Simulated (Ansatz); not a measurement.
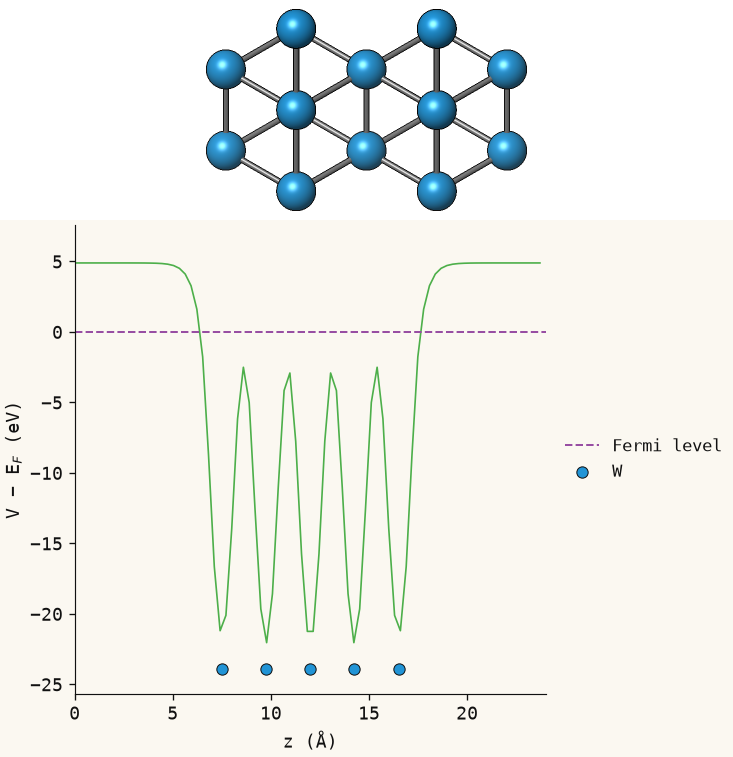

Plane-averaged electrostatic potential energy of an electron across the slab; circles at the bottom mark the heights of the atoms. The structure is drawn too.

This input was run:

```
crystal:
  lattice:
    - [2.757046566, 0.0, 0.0]
    - [-0.919015522, 2.5993684305, 0.0]
    - [0.0, 0.0, 24.0044763784]
  atoms:
    - { symbol: W, position: [0.5, 0.5, 0.3124417247] }
    - { symbol: W, position: [0.0, 0.0, 0.4062208623] }
    - { symbol: W, position: [0.5, 0.5, 0.5] }
    - { symbol: W, position: [0.0, 0.0, 0.5937791377] }
    - { symbol: W, position: [0.5, 0.5, 0.6875582753] }
basis:
  ecutwfc: 420
kpoints:
  mp_grid: { grid: [13, 13, 1] }
hamiltonian:
  xc: pbe
scf:
  occupations: { method: gaussian, width: 0.1 }
output:
  forces: true
  stress: true
  eigenvalues: true
efield:
  axis: 3
  dipole_correction: true
  ramp_width: 0.04
```

Launched with:
```bash
ansatz run input.yaml --threads 4 --pin off --max-ram 8192MiB --backend cpu --events-out ev --progress --plain --runs-dir out
```

Q: Read off the work function of each face.

A: The work function is 4.89 eV, the same on both faces. The two vacuum levels agree, so the slab has no net dipole along its normal.

Q: How thick are slab and vacuum?

A: The outermost atoms are 9.0 Å apart, which leaves 15.0 Å of vacuum in a cell 24.0 Å high.

The atoms aren't at rest in this cell (largest force 0.6 eV/Å), so the relaxed material can differ. Spin-orbit coupling is left out, which matters for W.
